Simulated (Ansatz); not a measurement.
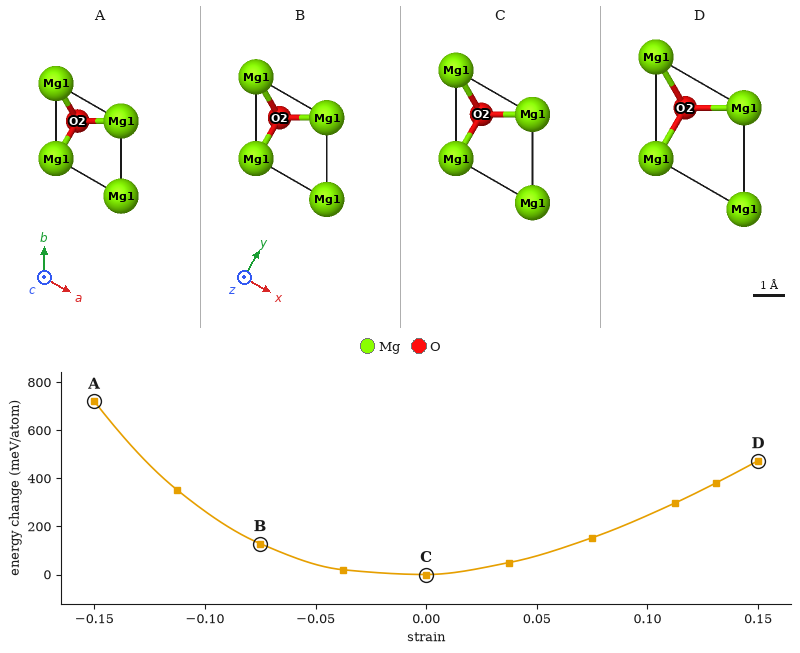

A scan of a crystal of MgO (P-6m2): the cell is strained equally along x and y, with the atoms kept at their fractional coordinates. x, y and z are the Cartesian axes of the input. The lettered frames are marked on the plot. A ball-and-stick model of the cell of the calculation, seen along the c axis.

Method: DFT PBEsol, scalar-relativistic, plane waves, PAW in Ansatz. Settings: plane-wave cutoff 420 eV; k-point mesh 9 × 9 × 8; occupations gaussian; smearing width 0.05 eV; no spin polarisation. Energies (free energies at the smearing named) are counted from the cell as listed in its source, which wasn't relaxed.

**Describe the profile.**

Of the computed points the lowest is at the strain 0.00, 0 meV/atom. At the ends of the scan the energy is 721 meV/atom (−0.15) and 474 meV/atom (0.15). The unrelaxed reference is under a pressure of −3.9 GPa, which tilts the curve. The distortion keeps the space group P-6m2. At the strain −0.15 the cell of the drawing goes a 2.938 → 2.497 Å, b 2.938 → 2.497 Å.
